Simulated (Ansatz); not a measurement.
Read the following structure.

```cif
data_structure
_symmetry_space_group_name_H-M 'F m -3 m'
_symmetry_Int_Tables_number 225
_cell_length_a 4.5285
_cell_length_b 4.5285
_cell_length_c 4.5285
_cell_angle_alpha 90.000
_cell_angle_beta 90.000
_cell_angle_gamma 90.000
_cell_volume 92.87
loop_
_atom_site_label
_atom_site_type_symbol
_atom_site_symmetry_multiplicity
_atom_site_Wyckoff_symbol
_atom_site_fract_x
_atom_site_fract_y
_atom_site_fract_z
_atom_site_occupancy
Cd1 Cd 4 a 0.00000 0.00000 0.00000 1
```

What crystal do these data define?

Answer. The element is cadmium. It is face-centred cubic, space group Fm-3m (No. 225). Among the common structure types it is face-centred cubic (Cu type). The cell holds four atoms. The Cd atoms are each bonded to twelve Cd in a cuboctahedral arrangement at 3.20 Å. The bonds build a three-dimensional framework.

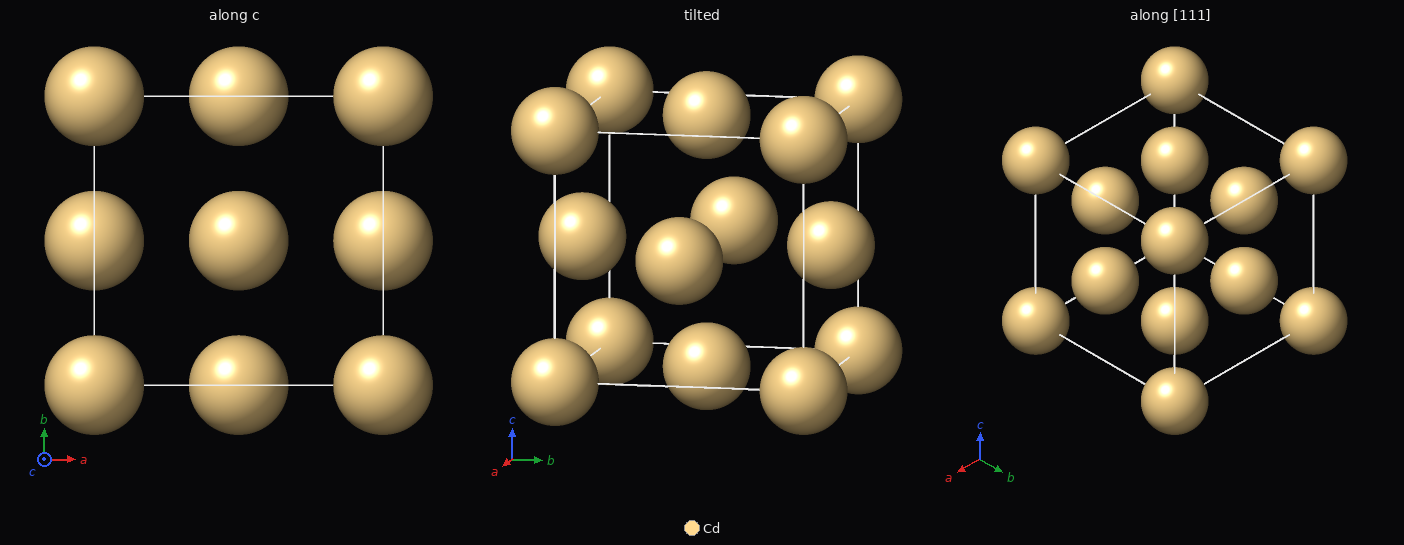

Crystal structure, spheres-only style, seen along the c axis, slightly off an axis and along [111]. The parallelepiped is the conventional unit cell. Colours: cadmium orange.

Its origin is a structure listed in the Materials Project. The cell was then strained or its atoms displaced on purpose. It was run through Ansatz as a DFT input.
